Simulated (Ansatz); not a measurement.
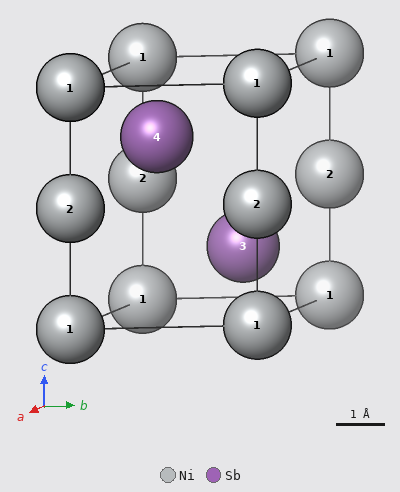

Figure 1. The input geometry (spheres-only view of the cell of the calculation, seen slightly off an axis; atoms are numbered from 1 in the order of the input). An atom can appear more than once, as a periodic image.

# NiSb: band-structure calculation

The run: band-structure calculation of NiSb (P6₃/mmc, 4 atoms in the cell). Method and program: DFT r2SCAN, scalar-relativistic, plane waves, PAW, no spin polarisation (Ansatz 0.2.0).

The structure derives from an entry of the Crystallography Open Database. Figures and captions count atoms from 1; the log counts them from 0 in places.

## The input
```yaml
crystal:
  lattice:
    - [3.9308778408, 0.0, 0.0]
    - [-1.9654389204, 3.4042400693, 0.0]
    - [0.0, 0.0, 5.1204995265]
  atoms:
    - { symbol: Ni, position: [0.0, 0.0, 0.0] }
    - { symbol: Ni, position: [0.0, 0.0, 0.5] }
    - { symbol: Sb, position: [0.3333333333, 0.6666666667, 0.25] }
    - { symbol: Sb, position: [0.6666666667, 0.3333333333, 0.75] }
basis:
  ecutwfc: 500
kpoints:
  mp_grid: { grid: [12, 12, 8] }
  band_path:
    path:
      - [[0.0, 0.0, 0.0], [0.5, 0.0, 0.0], [0.33333333, 0.33333333, 0.0], [0.0, 0.0, 0.0], [0.0, 0.0, 0.5], [0.5, 0.0, 0.5], [0.33333333, 0.33333333, 0.5], [0.0, 0.0, 0.5]]
      - [[0.5, 0.0, 0.5], [0.5, 0.0, 0.0]]
      - [[0.33333333, 0.33333333, 0.5], [0.33333333, 0.33333333, 0.0]]
    npoints: 14
hamiltonian:
  xc: r2scan
scf:
  occupations: { method: gaussian, width: 0.1 }
  n_extra_bands: 10
output:
  forces: true
  stress: true
  eigenvalues: true
  populations: true
  dos: { projected: true, de: 0.02, nscf_kmesh: { grid: [18, 18, 12] } }
  bader: true
  write_density: true
  write_potential: true
  elf: true
  volumetric_format: npy
```

Machine: 1 thread of Arm Neoverse V2, 24 GiB of memory available, shared host.

Run as:
```bash
ansatz run input.yaml --threads 1 --pin off --max-ram 2560MiB --backend cpu --events-out ev --progress --plain --runs-dir out
```

## Log
```
scf.n_extra_bands = 10 over 33 filled bands (N_el = 66.0): the run solves 43 bands
Engine: ansatz 0.2.0, aarch64-unknown-linux-gnu
Pseudopotentials: kind: paw
Pseudopotential: Ni, paw, valence charge 18, recommended cutoff 500 eV (meta_gga), Ni.paw.azcp
Pseudopotential: Sb, paw, valence charge 15, recommended cutoff 500 eV (meta_gga), Sb.paw.azcp
Functional definition: r2SCAN
  parameter k0 = 0.174
  parameter k1 = 0.065
  parameter a1 = 4.9479
  exchange = r2scan_x(k0 = k0, k1 = k1, a1 = a1)
  correlation = r2scan_c
Crystal: 4 atoms, lattice volume = 68.521 Å³
Basis set: ecut = 500 eV, 1729 PW (Γ), exchange–correlation on 120×120×160 points (64 copies of the dense FFT grid, shifted against one another)
Bands: 43, of which v1, the nominal top of the filled ones, is band 33 counted from 1 (32 counted from 0)
Symmetry: 24 space group operations
Space group: P63/mmc (ITA 194), of the structure as read, at distance tolerance 4.1e-5 Å
k-points: 95 of 1152
Non-local potential: Ni, projectors of the file, l = 0: 3, l = 1: 2, l = 2: 3, l = 3: 1
Non-local potential: Sb, projectors of the file, l = 0: 2, l = 1: 2, l = 2: 2, l = 3: 2
PAW form: soft (Blöchl's): semilocal exchange-correlation on the pseudo side does not see the compensation charge
PAW frozen core: Ni, regenerated for the run's functional (the file was generated under x = pbe(κ = 0.804, μ = 0.2195149727645171), c = pbe(β = 0.06672455060314922))
PAW frozen core: Sb, regenerated for the run's functional (the file was generated under x = pbe(κ = 0.804, μ = 0.2195149727645171), c = pbe(β = 0.06672455060314922))
PAW one-centre angular grid: Ni, 590 points (default); XC on 160 Gauss nodes
PAW one-centre angular grid: Sb, 590 points (default); XC on 160 Gauss nodes
Initial density: superposition of atomic densities (neutral atoms: chi_scale 0, normalization atom), corrected by the library's trained network
Initial wavefunctions: pseudopotential atomic-orbital guess
Functional: x = r2scan, c = r2scan; τ floored in thin density (d = 2e-4 eV/Å³)
SCF iter   1: F=—  HF=-24689.744139 eV  |F-HF|=—  |Δ(HF+E_count)|=         —  Δρ=2.88e-2  dr2=4.53e-1  dr2_τ=1.03e-1  ethr=1.77e-3  ⟨swp⟩=6.3  Hψ=16676  notcnv=0  defer=114
preconditioner: auto → Kerker (q_TF=auto, 2.711 Å⁻¹)  [metal: Δε(μ)=0.065 eV  Ē_g=20.577 eV  σ=0.100 eV  W_gap=0.34  n_scr=22 (ndim 8)  ℏωp=31.7 eV  f_vac=0.006  D(μ)=1.18/eV (n_scr^D=2)]
SCF iter   2: F=—  HF=-24689.896316 eV  |F-HF|=—  |Δ(HF+E_count)|=   1.52e-1  Δρ=2.60e-2  dr2=2.55e-1  dr2_τ=2.42e-3  ethr=6.87e-4  ⟨swp⟩=2.4  Hψ=6605  notcnv=0  defer=371
SCF iter   3: F=—  HF=-24689.858800 eV  |F-HF|=—  |Δ(HF+E_count)|=   3.75e-2  Δρ=8.22e-3  dr2=3.79e-2  dr2_τ=1.64e-4  ethr=3.87e-4  ⟨swp⟩=2.1  Hψ=5339  notcnv=0  defer=371
SCF iter   4: F=—  HF=-24689.854779 eV  |F-HF|=—  |Δ(HF+E_count)|=   4.02e-3  Δρ=2.98e-3  dr2=2.63e-3  dr2_τ=4.26e-5  ethr=5.75e-5  ⟨swp⟩=1.1  Hψ=4802  notcnv=0  defer=371
SCF iter   5: F=—  HF=-24689.855027 eV  |F-HF|=—  |Δ(HF+E_count)|=   2.48e-4  Δρ=8.04e-4  dr2=2.72e-4  dr2_τ=9.57e-6  ethr=3.99e-6  ⟨swp⟩=2.0  Hψ=6040  notcnv=0  defer=371
SCF iter   6: F=—  HF=-24689.855141 eV  |F-HF|=—  |Δ(HF+E_count)|=   1.13e-4  Δρ=8.36e-4  dr2=3.17e-4  dr2_τ=1.01e-6  ethr=4.13e-7  ⟨swp⟩=2.0  Hψ=5821  notcnv=0  defer=371
SCF iter   7: F=—  HF=-24689.855148 eV  |F-HF|=—  |Δ(HF+E_count)|=   6.87e-6  Δρ=6.04e-4  dr2=1.56e-4  dr2_τ=6.66e-7  ethr=4.13e-7  ⟨swp⟩=1.0  Hψ=3714  notcnv=0  defer=371
SCF iter   8: F=—  HF=-24689.855134 eV  |F-HF|=—  |Δ(HF+E_count)|=   1.38e-5  Δρ=1.65e-4  dr2=1.01e-5  dr2_τ=3.39e-8  ethr=2.37e-7  ⟨swp⟩=1.1  Hψ=3765  notcnv=0  defer=371
SCF iter   9: F=—  HF=-24689.855132 eV  |F-HF|=—  |Δ(HF+E_count)|=   1.59e-6  Δρ=5.42e-5  dr2=1.08e-6  dr2_τ=5.17e-9  ethr=1.53e-8  ⟨swp⟩=2.3  Hψ=4998  notcnv=0  defer=371
SCF iter  10: F=-24689.855132 eV  HF=-24689.855132 eV  |F-HF|=1.12e-9  |Δ(HF+E_count)|=   3.08e-8  Δρ=6.14e-6  dr2=1.36e-8  dr2_τ=1.81e-10  ethr=1.52e-10  ⟨swp⟩=12.5  Hψ=34136  notcnv=0
SCF 1 converged in 10 iterations: F = -24689.855132 eV  dr2 = 1.36e-8
  greatest PAW one-centre occupation: 1.001 electrons in one spin orbital (limit 2), on the Ni atom at site 0 (counted from 0), in its partial waves of l = 1
```

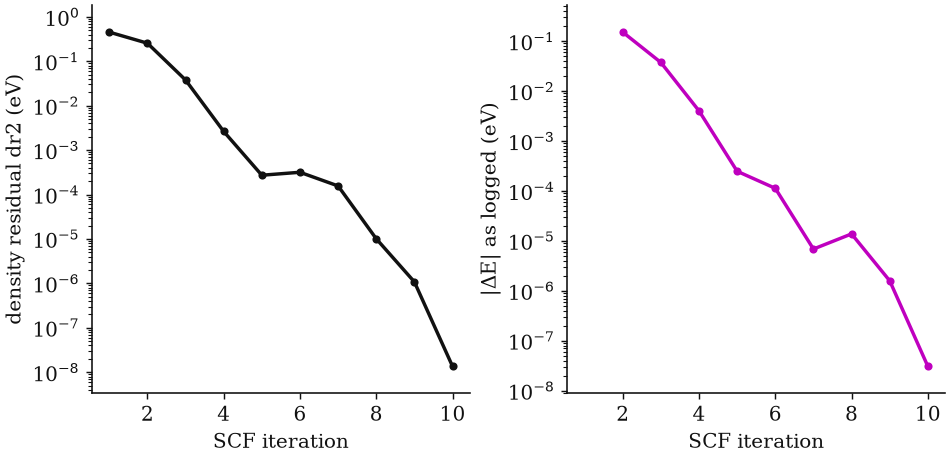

Figure 2. Convergence of the self-consistent field: density residual dr2 and size of the energy change against the SCF iteration. The residual falls almost steadily, with no more than small rises.

```
NSCF: frozen V_eff on 129 k-points
NSCF: frozen V_eff on 259 k-points
SCF converged after 10 iterations
Free energy (F): -24689.855132 eV
Harris-Foulkes:  -24689.855132 eV  (|F-HF|=1.12e-9)
Internal energy: -24689.847999 eV  (E = F + TS)
E sigma→0 (E₀):  -24689.851566 eV
Entropy (-TS):   -0.007134 eV (-1.783 meV/atom)
Fermi energy:    15.213333 eV
--- Per-component energies (eV) ---
  E_band       = -933.220795
  E_kinetic    = 985.972189
  E_local      = -11100.968693  (includes V_loc(G=0)·N_el)
  E_nonlocal   = 2020.151599
  E_hartree    = 4866.291695
  E_xc         = -413.359980
  E_vxc        = -441.237344  (∫ρ·V_xc dr)
  E_paw        = -12506.643266  (= ΣΔE_a)
  E_vpaw       = -2160.920451  (= ΣTr[D̂ρ^β])
  E_aug_tail   = 0.000464  (compensation charges beyond the density's cutoff)
  E_vtau       = 31.207378  (kinetic-family band-sum trace: ∫τ·v_τ [+ j·A + Jᵃ·Aᵃ] dr)
  E_ewald      = -8541.703943
  E_core_change = 0.411937  (= ΣΔE_core)
  E_smearing   = -0.007134  (= −TS)
  E_closure    = -0.000000  (closes the sum)
  Σ components = -24689.855132   (vs F -24689.855132, Δ=0.00e0)
--- Forces (eV/Å), atoms counted from 1 ---
  atom   1  Ni     0.00000000    -0.00000000    -0.00000000
  atom   2  Ni     0.00000000    -0.00000000     0.00000000
  atom   3  Sb    -0.00000000    -0.00000000     0.00000000
  atom   4  Sb    -0.00000000     0.00000000     0.00000000
  max |Σ_I F_I| component: 1.39e-17 eV/Å
--- Stress (GPa, compression-positive) ---
        0.001303      -0.000000       0.000000
        0.000000       0.001303       0.000000
        0.000000       0.000000      -0.000031
  P = ⅓ Tr σ = 0.0009 GPa (0.009 kbar)
--- Band table (eV; the first three rows and the last of 95) ---
  k-point 0: bands = ["-91.7721", "-91.7640", "-50.7395", "-50.7395", "-50.7308", "-50.7308", "-50.7083", "-50.6179", "-14.9398", "-14.9398", "-14.9162", "-14.8983", "-14.8761", "-14.8761", "-14.8760", "-14.8760", "-14.8731", "-14.8731", "1.6067", "6.4788", "8.5721", "11.0621", "11.0621", "11.8862", "12.4491", "12.4491", "12.9669", "12.9669", "13.7828", "13.7828", "15.1144", "15.7146", "15.7146", "17.7473", "17.7473", "18.7281", "19.4576", "20.9230", "22.0076", "22.0076", "23.5331", "23.5331", "24.5689"]
  k-point 1: bands = ["-91.7718", "-91.7643", "-50.7391", "-50.7391", "-50.7311", "-50.7311", "-50.7049", "-50.6214", "-14.9385", "-14.9385", "-14.9154", "-14.8989", "-14.8846", "-14.8846", "-14.8749", "-14.8749", "-14.8670", "-14.8670", "1.7007", "5.8636", "9.2810", "11.1183", "11.1183", "11.9401", "12.4841", "12.4841", "12.8802", "12.8802", "13.6555", "13.6555", "15.0414", "15.9172", "15.9172", "17.7408", "17.7408", "18.8819", "18.9899", "21.0379", "21.7876", "21.7876", "23.0558", "23.0558", "24.2469"]
  k-point 2: bands = ["-91.7709", "-91.7652", "-50.7382", "-50.7382", "-50.7321", "-50.7321", "-50.6951", "-50.6312", "-14.9346", "-14.9346", "-14.9133", "-14.9006", "-14.8961", "-14.8961", "-14.8716", "-14.8716", "-14.8628", "-14.8628", "1.9818", "4.8535", "10.5253", "11.2832", "11.2832", "12.0834", "12.5857", "12.5857", "12.6270", "12.6270", "13.4082", "13.4082", "14.8988", "16.3784", "16.3784", "17.7053", "17.7053", "17.9396", "19.3191", "21.1957", "21.3821", "21.3821", "22.2258", "22.2258", "23.6273"]
  k-point 94: bands = ["-91.7680", "-91.7680", "-50.7356", "-50.7356", "-50.7354", "-50.7354", "-50.6631", "-50.6631", "-14.9288", "-14.9288", "-14.9116", "-14.9116", "-14.8788", "-14.8788", "-14.8668", "-14.8668", "-14.8661", "-14.8661", "5.2542", "5.2542", "9.3248", "9.3248", "9.7789", "9.7789", "12.3399", "12.3399", "13.0101", "13.0101", "13.0215", "13.0215", "13.7592", "13.7592", "13.7798", "13.7798", "19.6570", "19.6570", "23.0247", "23.0247", "23.4839", "23.4839", "24.1077", "24.1077", "24.9396"]
--- Löwdin populations: 4 sites ---
  site symbol       q [e]
     0     Ni     17.6407
     1     Ni     17.6407
     2     Sb     15.1234
     3     Sb     15.1234
  spilling = 0.007150 (of n_electrons = 66.000000)
--- Bader charges: 4 sites ---
  site symbol  charge [e]  shift [e]
     0     Ni     -0.2013     0.0058
     1     Ni     -0.2013     0.0058
     2     Sb      0.2014     0.0058
     3     Sb      0.2013     0.0058
  estimated error of the sums over rays = 4.5e-4 e
```

## File bader_charges.tsv
```
# site	symbol	x_ang	y_ang	z_ang	partial_charge_e	electrons	volume_ang3	relative_density_drop	shared_charge_e	partial_wave_shift_e
# quadrature_error_electrons = 4.5e-4
0	Ni	0.0000	0.0000	0.0000	-0.20134	28.20134	12.77	-	-0.20134	0.00575
1	Ni	0.0000	0.0000	2.5602	-0.20134	28.20134	12.77	-	-0.20134	0.00575
2	Sb	0.0000	2.2695	1.2801	0.20135	50.79865	21.49	-	0.20135	0.00575
3	Sb	1.9654	1.1347	3.8404	0.20133	50.79867	21.49	-	0.20133	0.00575
```

## File populations.tsv
```
# site	symbol	l	j	q
# orbitals = lowdin
# n_electrons = 66.000000
# spilling = 0.007150
0	Ni	0_3S	-	1.993568
0	Ni	0_4S	-	0.656686
0	Ni	1_3P	-	5.997323
0	Ni	2_3D	-	8.993090
1	Ni	0_3S	-	1.993568
1	Ni	0_4S	-	0.656686
1	Ni	1_3P	-	5.997323
1	Ni	2_3D	-	8.993090
2	Sb	0_5S	-	1.703470
2	Sb	1_5P	-	3.423154
2	Sb	2_4D	-	9.996760
3	Sb	0_5S	-	1.703470
3	Sb	1_5P	-	3.423154
3	Sb	2_4D	-	9.996760
```

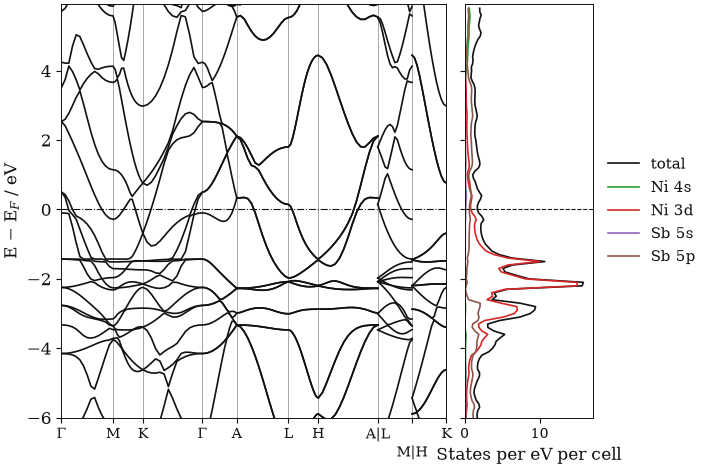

Figure 3. Band structure along Γ–M–K–Γ–A–L–H–A|L–M|H–K and density of states (projected on Löwdin-orthogonalised atomic shells), with energies from the Fermi level. Bands cross the Fermi level: a metal at this level of theory.

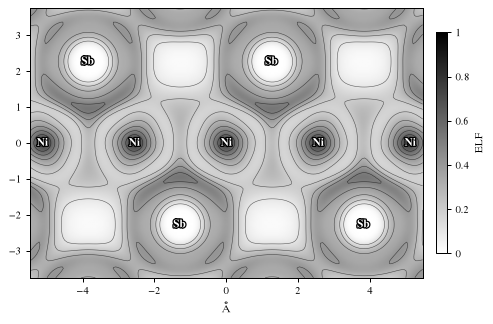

Figure 4. ELF on the (110) plane of the conventional cell. Ni–Ni (2.56 Å): the ELF is about 0.25 at the midpoint; no shared electron pair. Ni–Sb (2.61 Å): the ELF is about 0.50 at the midpoint, which marks metallic bonding. The strong features right at Ni lie inside the PAW spheres (semicore, d or f shells) and say nothing about bonding. Core electrons are frozen (PAW), so the fields are smoothed inside the atomic spheres.

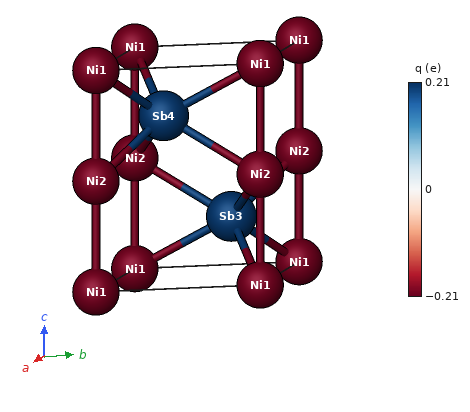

Figure 5. Bader charges, as the colour of each atom (ball-and-stick view of the cell of the calculation, seen slightly off an axis; atoms are numbered from 1 in the order of the input). By element: Ni −0.20 and Sb +0.20 e.

## Key numbers

- outcome: converged
- space group (tolerance 0.01 Å): P6₃/mmc (194)
- electrons treated: 66
- free energy: −24689.8551 eV
- Fermi energy: 15.213 eV
- gap on the k-point mesh: none (metallic)
- pressure: 0.00 GPa
- largest force (length of the vector): under 0.001 eV/Å
- wall time: 1.9 min
- peak memory: 0.86 GiB

## Notes

The run has no spin polarisation, so a magnetic state may lie lower.
